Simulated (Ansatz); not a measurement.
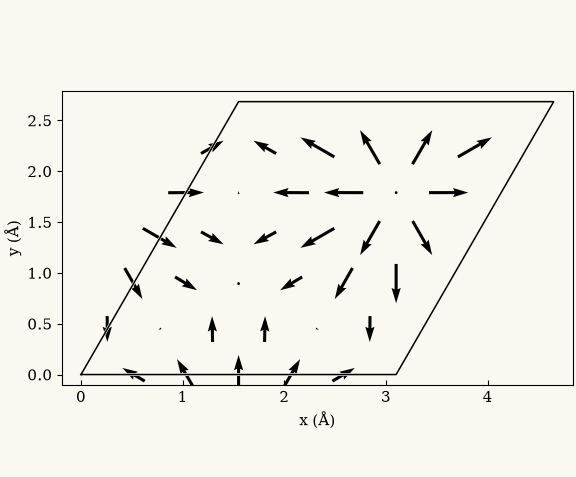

WS2 (R3m, No. 160; 9 atoms in the cell). 
- Gamma surface: rigid slide across a plane, one fault a cell; the plane is (0 0 −1) of the conventional cell, and the faces at the cut hold S and S.
- Places are given modulo a cell vector. The map is drawn in real space over the plane of the slide.
- Nothing is relaxed (rigid halves, spacing across the cut fixed).
- The grid has 6 × 6 points; 10 points were computed and 26 follow by symmetry.
- Theory: DFT LDA+D3(BJ), scalar-relativistic, plane waves, PAW (Ansatz 0.2.0). Settings: cutoff 420 eV, k-mesh 12×12×2 in the order of the run's cell vectors, gaussian smearing 0.05 eV, no spin polarisation.

The picture shows arrows along the force (downhill), their lengths compressed, the outline of one cell of the plane.

Question: The arrows alone are given. Where are the wells?

Answer: The arrows converge at (0/6, 0/6) of the cell vectors; (2/6, 2/6) of the cell vectors (7 mJ/m² up) (read from the interpolated surface).

The energy map of the same scan:

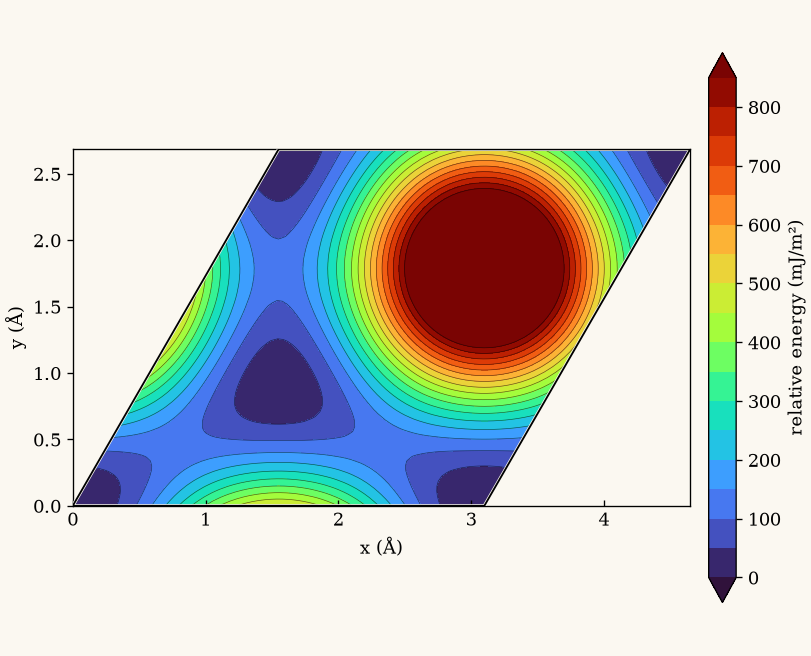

Energies are in mJ/m², from the lowest grid point; between grid points the surface is interpolated.

PAW datasets: the set soft_1.
